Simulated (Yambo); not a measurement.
System: rocksalt BaS, space group Fm-3m (No. 225), 2 atoms in the primitive cell; cubic a = 6.388 Å. Starting point: LDA, PseudoDojo 0.4.1 SR LDA standard, no spin polarisation, no spin-orbit coupling, 6×6×6 k mesh, 735 eV cutoff, fixed occupations (Yambo 5.3.0). Many-body step: G0W0 with frequency dependence of W plasmon pole, bands in the response 108, bands in the self-energy 108, cutoff of the response matrix 8 Ry and cutoff of exchange and Vxc 54 Ry.

In LDA the smallest gap over these k points is 1.95 eV, with direct gaps of 2.08 eV at X and 3.32 eV at Γ.

Q: What does G0W0 give?

A: Over the k points that were corrected, the smallest gap goes from 1.95 eV in LDA (Γ to X) to 3.62 eV in G0W0 (Γ to X), a change of +1.67 eV (+86 %). Counted from the valence top, the lowest empty level moves by +1.67 eV at X and +1.60 eV at Γ: a spread of 0.07 eV on a mean of 1.64 eV, so one scissor shift describes this level well. Only two empty levels a point were corrected, so a higher one could drop under them. The quasiparticle weight (renormalisation factor) lies between 0.79 and 0.83 for the top filled and first empty levels.

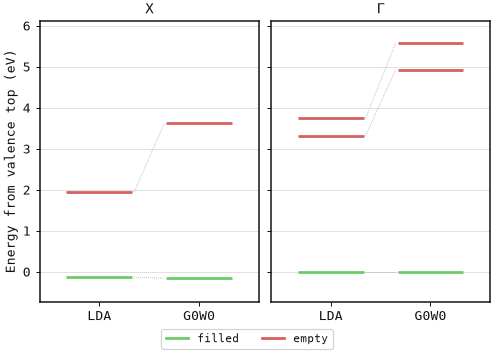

Levels at X and Γ in LDA and in G0W0, each set counted from its own valence top. Only the states that were corrected are drawn, so degenerate partners can be missing.

| k point | LDA direct gap (eV) | G0W0 direct gap (eV) |
| --- | --- | --- |
| X | 2.08 | 3.77 |
| Γ | 3.32 | 4.92 |

This release of the barium file is off. Spin-orbit coupling is left out, which matters for Ba. Bands, cutoffs and mesh are finite, so these values aren't at the basis limit.
